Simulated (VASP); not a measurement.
Geometry relaxation of CdS (part 2 of 2)

CdS (F-43m, 2 atoms in the cell); Kohn-Sham DFT of a periodic cell, PBE, VASP PAW PBE potentials, recommended, no spin polarisation (VASP 6.6.1); cutoff 520 eV, 6×6×6 k-mesh, Gaussian smearing of 0.02 eV. The structure derives from an entry of the Crystallography Open Database.

Geometry of the input (Å; fractional positions):
```
0.0000  2.9165  2.9165
2.9165  0.0000  2.9165
2.9165  2.9165  0.0000
Cd 0.0000  0.0000  0.0000
S  0.2500  0.2500  0.2500
```

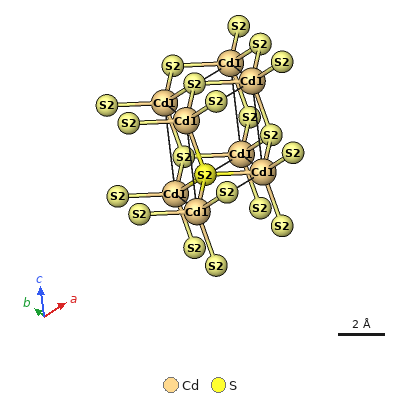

The geometry at step 2 of the log (ball-and-stick view of the cell of the calculation, seen slightly off an axis; neighbours outside the cell are drawn fainter; atoms are numbered from 1 in the order of the input).

### Parts of OUTCAR, continued
```
  FORCE on cell =-STRESS in cart. coord.  units (eV):
  Direction    XX          YY          ZZ          XY          YZ          ZX
  --------------------------------------------------------------------------------------
  -------------------------------------------------------------------------------------
  Total        0.9973645      0.9973645      0.9973645      0.0000000      0.0000000      0.0000000
  in kB       32.2068730     32.2068730     32.2068730      0.0000000      0.0000000      0.0000000
  external PRESSURE =      32.2068730 kB  Pullay stress =       0.0000000 kB

 VOLUME and BASIS-vectors are now :
 -----------------------------------------------------------------------------
  energy-cutoff  :      520.00
  volume of cell :       49.62
      direct lattice vectors                 reciprocal lattice vectors
     0.000000000  2.916500000  2.916500000    -0.171438368  0.171438368  0.171438368
     2.916500000  0.000000000  2.916500000     0.171438368 -0.171438368  0.171438368
     2.916500000  2.916500000  0.000000000     0.171438368  0.171438368 -0.171438368

 POSITION                                       TOTAL-FORCE (eV/Angst)
 -----------------------------------------------------------------------------------
      0.00000      0.00000      0.00000        -0.000000     -0.000000     -0.000000
      1.45825      1.45825      1.45825         0.000000      0.000000      0.000000
 -----------------------------------------------------------------------------------
    total drift:                               -0.000000     -0.000000     -0.000000

  FREE ENERGIE OF THE ION-ELECTRON SYSTEM (eV)
  ---------------------------------------------------
  free  energy   TOTEN  =        -6.1190596702 eV

  energy  without entropy=       -6.1190596702  energy(sigma->0) =       -6.11905967

--------------------------------------- Ionic step        2  -------------------------------------------

 number of electron      17.9999995 magnetization

------------------------ aborting loop because EDIFF is reached ----------------------------------------

  FORCE on cell =-STRESS in cart. coord.  units (eV):
  Direction    XX          YY          ZZ          XY          YZ          ZX
  --------------------------------------------------------------------------------------
  -------------------------------------------------------------------------------------
  Total       -0.3104487     -0.3104487     -0.3104487      0.0000000      0.0000000      0.0000000
  in kB       -9.3349318     -9.3349318     -9.3349318      0.0000000      0.0000000      0.0000000
  external PRESSURE =      -9.3349318 kB  Pullay stress =       0.0000000 kB

 VOLUME and BASIS-vectors are now :
 -----------------------------------------------------------------------------
  energy-cutoff  :      520.00
  volume of cell :       53.28
      direct lattice vectors                 reciprocal lattice vectors
     0.000000000  2.986664445  2.986664445    -0.167410839  0.167410839  0.167410839
     2.986664445  0.000000000  2.986664445     0.167410839 -0.167410839  0.167410839
     2.986664445  2.986664445  0.000000000     0.167410839  0.167410839 -0.167410839

 POSITION                                       TOTAL-FORCE (eV/Angst)
 -----------------------------------------------------------------------------------
      5.97333      2.98666      2.98666        -0.000000     -0.000000     -0.000000
      1.49333      1.49333      1.49333         0.000000      0.000000      0.000000
 -----------------------------------------------------------------------------------
    total drift:                               -0.000000     -0.000000     -0.000001

  FREE ENERGIE OF THE ION-ELECTRON SYSTEM (eV)
  ---------------------------------------------------
  free  energy   TOTEN  =        -6.1421123997 eV

  energy  without entropy=       -6.1421123997  energy(sigma->0) =       -6.14211240

--------------------------------------- Ionic step        3  -------------------------------------------

 number of electron      18.0000000 magnetization

------------------------ aborting loop because EDIFF is reached ----------------------------------------

  FORCE on cell =-STRESS in cart. coord.  units (eV):
  Direction    XX          YY          ZZ          XY          YZ          ZX
  --------------------------------------------------------------------------------------
  -------------------------------------------------------------------------------------
  Total        0.0040810      0.0040810      0.0040810      0.0000000      0.0000000      0.0000000
  in kB        0.1249767      0.1249767      0.1249767      0.0000000      0.0000000      0.0000000
  external PRESSURE =       0.1249767 kB  Pullay stress =       0.0000000 kB

 VOLUME and BASIS-vectors are now :
 -----------------------------------------------------------------------------
  energy-cutoff  :      520.00
  volume of cell :       52.32
      direct lattice vectors                 reciprocal lattice vectors
     0.000000000  2.968524793  2.968524793    -0.168433830  0.168433830  0.168433830
     2.968524793  0.000000000  2.968524793     0.168433830 -0.168433830  0.168433830
     2.968524793  2.968524793  0.000000000     0.168433830  0.168433830 -0.168433830

 POSITION                                       TOTAL-FORCE (eV/Angst)
 -----------------------------------------------------------------------------------
      0.00000      0.00000      0.00000        -0.000000     -0.000000     -0.000000
      1.48426      1.48426      1.48426         0.000000      0.000000      0.000000
 -----------------------------------------------------------------------------------
    total drift:                               -0.000000     -0.000000     -0.000000

  FREE ENERGIE OF THE ION-ELECTRON SYSTEM (eV)
  ---------------------------------------------------
  free  energy   TOTEN  =        -6.1449588662 eV

  energy  without entropy=       -6.1449588662  energy(sigma->0) =       -6.14495887

--------------------------------------- Ionic step        4  -------------------------------------------

 number of electron      18.0000000 magnetization

------------------------ aborting loop because EDIFF is reached ----------------------------------------

  FORCE on cell =-STRESS in cart. coord.  units (eV):
  Direction    XX          YY          ZZ          XY          YZ          ZX
  --------------------------------------------------------------------------------------
  -------------------------------------------------------------------------------------
  Total       -0.0148084     -0.0148084     -0.0148084     -0.0000000      0.0000000      0.0000000
  in kB       -0.4530125     -0.4530125     -0.4530125     -0.0000000      0.0000000      0.0000000
  external PRESSURE =      -0.4530125 kB  Pullay stress =       0.0000000 kB

 VOLUME and BASIS-vectors are now :
 -----------------------------------------------------------------------------
  energy-cutoff  :      520.00
  volume of cell :       52.37
      direct lattice vectors                 reciprocal lattice vectors
     0.000000000  2.969565289  2.969565289    -0.168374813  0.168374813  0.168374813
     2.969565289  0.000000000  2.969565289     0.168374813 -0.168374813  0.168374813
     2.969565289  2.969565289  0.000000000     0.168374813  0.168374813 -0.168374813

 POSITION                                       TOTAL-FORCE (eV/Angst)
 -----------------------------------------------------------------------------------
      5.93913      2.96957      2.96957        -0.000000      0.000000     -0.000000
      1.48478      1.48478      1.48478         0.000000     -0.000000      0.000000
 -----------------------------------------------------------------------------------
    total drift:                               -0.000000     -0.000000     -0.000000

  FREE ENERGIE OF THE ION-ELECTRON SYSTEM (eV)
  ---------------------------------------------------
  free  energy   TOTEN  =        -6.1449517145 eV

  energy  without entropy=       -6.1449517145  energy(sigma->0) =       -6.14495171

--------------------------------------- Ionic step        5  -------------------------------------------

 number of electron      18.0000000 magnetization

 Free energy of the ion-electron system (eV)
  ---------------------------------------------------
  ext. energy  EPLUGINS =         0.00000000
  ---------------------------------------------------
  free energy    TOTEN  =        -6.14495894 eV

  energy without entropy =       -6.14495894  energy(sigma->0) =       -6.14495894

 E-fermi :   0.9970     XC(G=0):  -8.9025     alpha+bet : -6.7234

 val. band max:        0.8771854777   @ k =   0.0000   0.0000   0.0000
 cond. band min:       1.9075724506   @ k =   0.0000   0.0000   0.0000
 fundamental gap:      1.0303869728
 Fermi energy:         0.9970238582

 k-point     1 :       0.0000    0.0000    0.0000
  band No.  band energies     occupation
      1     -11.1813      2.00000
      2      -6.6772      2.00000
      3      -6.6772      2.00000
      4      -6.6772      2.00000
      5      -6.2667      2.00000
      6      -6.2667      2.00000
      7       0.8772      2.00000
      8       0.8772      2.00000
      9       0.8772      2.00000
     10       1.9076      0.00000
     11       7.4261      0.00000
     12       7.4261      0.00000
     13       7.4261      0.00000

 k-point     2 :       0.1667    0.0000    0.0000
  band No.  band energies     occupation
      1     -11.0870      2.00000
      2      -6.6445      2.00000
      3      -6.6445      2.00000
      4      -6.5825      2.00000
      5      -6.2672      2.00000
      6      -6.2672      2.00000
      7      -0.5753      2.00000
      8       0.6924      2.00000
      9       0.6924      2.00000
     10       3.0655      0.00000
     11       7.0630      0.00000
     12       7.7228      0.00000
     13       7.7228      0.00000

 k-point     3 :       0.3333    0.0000    0.0000
  band No.  band energies     occupation
      1     -10.8978      2.00000
      2      -6.5913      2.00000
      3      -6.5913      2.00000
      4      -6.2522      2.00000
      5      -6.2522      2.00000
      6      -6.2504      2.00000
      7      -2.3321      2.00000
      8       0.3555      2.00000
      9       0.3555      2.00000
     10       3.7535      0.00000
     11       7.5031      0.00000
     12       7.9449      0.00000
     13       7.9449      0.00000

 k-point     4 :       0.5000    0.0000    0.0000
  band No.  band energies     occupation
      1     -10.8039      2.00000
      2      -6.5729      2.00000
      3      -6.5729      2.00000
      4      -6.2344      2.00000
      5      -6.2344      2.00000
      6      -5.9314      2.00000
      7      -3.2143      2.00000
      8       0.1989      2.00000
      9       0.1989      2.00000
     10       3.8060      0.00000
     11       7.8793      0.00000
     12       7.8793      0.00000
     13       8.1903      0.00000

 k-point     5 :       0.1667    0.1667    0.0000
  band No.  band energies     occupation
      1     -11.0560      2.00000
      2      -6.6108      2.00000
      3      -6.6108      2.00000
      4      -6.5983      2.00000
      5      -6.2870      2.00000
      6      -6.2483      2.00000
      7      -0.5543      2.00000
      8       0.3896      2.00000
      9       0.3896      2.00000
     10       3.5142      0.00000
     11       6.3954      0.00000
     12       8.1503      0.00000
     13       8.1503      0.00000

 [... the levels of 10 k-points are left out ...]

 k-point    16 :      -0.3333    0.5000    0.1667
  band No.  band energies     occupation
      1     -10.6883      2.00000
      2      -6.4728      2.00000
      3      -6.4442      2.00000
      4      -6.3316      2.00000
      5      -6.2299      2.00000
      6      -5.7536      2.00000
      7      -2.7961      2.00000
      8      -1.0836      2.00000
      9      -1.0566      2.00000
     10       5.6351      0.00000
     11       5.8095      0.00000
     12       8.9353      0.00000
     13       9.2177      0.00000

------------------------ aborting loop because EDIFF is reached ----------------------------------------

  FORCE on cell =-STRESS in cart. coord.  units (eV):
  Direction    XX          YY          ZZ          XY          YZ          ZX
  --------------------------------------------------------------------------------------
  -------------------------------------------------------------------------------------
  Total        0.0033832      0.0033832      0.0033832      0.0000000      0.0000000     -0.0000000
  in kB        0.1036044      0.1036044      0.1036044      0.0000000      0.0000000     -0.0000000
  external PRESSURE =       0.1036044 kB  Pullay stress =       0.0000000 kB

 VOLUME and BASIS-vectors are now :
 -----------------------------------------------------------------------------
  energy-cutoff  :      520.00
  volume of cell :       52.32
      direct lattice vectors                 reciprocal lattice vectors
    -0.000000000  2.968556265  2.968556265    -0.168432044  0.168432044  0.168432044
     2.968556265 -0.000000000  2.968556265     0.168432044 -0.168432044  0.168432044
     2.968556265  2.968556265  0.000000000     0.168432044  0.168432044 -0.168432044

 POSITION                                       TOTAL-FORCE (eV/Angst)
 -----------------------------------------------------------------------------------
     -0.00000      0.00000      0.00000         0.000000      0.000000      0.000000
      1.48428      1.48428      1.48428        -0.000000     -0.000000     -0.000000
 -----------------------------------------------------------------------------------
    total drift:                               -0.000000     -0.000000     -0.000000

  FREE ENERGIE OF THE ION-ELECTRON SYSTEM (eV)
  ---------------------------------------------------
  free  energy   TOTEN  =        -6.1449589366 eV

  energy  without entropy=       -6.1449589366  energy(sigma->0) =       -6.14495894

 reached required accuracy - stopping structural energy minimisation
```

### CONTCAR
```
CdS
   1.00000000000000
    -0.0000000000000000    2.9685562653427571    2.9685562653427571
     2.9685562653427571   -0.0000000000000000    2.9685562653427571
     2.9685562653427571    2.9685562653427571    0.0000000000000000
  Cd              S
     1     1
Direct
     0.0000000000000000    0.0000000000000000    0.0000000000000000
     0.2500000000000000    0.2500000000000000    0.2500000000000000

  0.00000000E+00  0.00000000E+00  0.00000000E+00
  0.00000000E+00  0.00000000E+00  0.00000000E+00
```

### Trajectory as extended XYZ (Å, eV, eV/Å), 5 frames, from step=0 to step=4
```
2
Lattice="0.0000 2.9165 2.9165 2.9165 0.0000 2.9165 2.9165 2.9165 0.0000" Properties=species:S:1:pos:R:3:forces:R:3 step=0 energy=-6.11906
Cd    0.0000    0.0000    0.0000    0.0000   0.0000   0.0000
S     1.4583    1.4583    1.4583    0.0000   0.0000   0.0000
2
Lattice="0.0000 2.9867 2.9867 2.9867 0.0000 2.9867 2.9867 2.9867 0.0000" Properties=species:S:1:pos:R:3:forces:R:3 step=1 energy=-6.14211
Cd    5.9733    2.9867    2.9867    0.0000   0.0000   0.0000
S     1.4933    1.4933    1.4933    0.0000   0.0000   0.0000
2
Lattice="0.0000 2.9685 2.9685 2.9685 0.0000 2.9685 2.9685 2.9685 0.0000" Properties=species:S:1:pos:R:3:forces:R:3 step=2 energy=-6.14496
Cd    0.0000    0.0000    0.0000    0.0000   0.0000   0.0000
S     1.4843    1.4843    1.4843    0.0000   0.0000   0.0000
2
Lattice="0.0000 2.9696 2.9696 2.9696 0.0000 2.9696 2.9696 2.9696 0.0000" Properties=species:S:1:pos:R:3:forces:R:3 step=3 energy=-6.14495
Cd    5.9391    2.9696    2.9696    0.0000   0.0000   0.0000
S     1.4848    1.4848    1.4848    0.0000   0.0000   0.0000
2
Lattice="-0.0000 2.9686 2.9686 2.9686 -0.0000 2.9686 2.9686 2.9686 0.0000" Properties=species:S:1:pos:R:3:forces:R:3 step=4 energy=-6.14496
Cd    0.0000    0.0000    0.0000    0.0000   0.0000   0.0000
S     1.4843    1.4843    1.4843    0.0000   0.0000   0.0000
```

### Summary

- outcome: converged
- space group (tolerance 0.01 Å): F-43m (216)
- electrons treated: 18
- free energy: −6.1450 eV
- gap on the k-point mesh: 1.03 eV
- pressure: 0.01 GPa
- final volume: 52.32 Å³
- largest force (length of the vector) at the end: under 0.001 eV/Å
- final cell: a = 4.198 Å, b = 4.198 Å, c = 4.198 Å, α = 60.00°, β = 60.00°, γ = 60.00°
- hardware: 1 thread of Intel Xeon (Sapphire Rapids), 360 GiB of memory available, shared host
- wall time: 32 s
- peak memory: 0.18 GiB

### Notes

The volume changed by more than 5 % on the plane waves of the start, so the result carries a basis error; a second relaxation from the end is advised.
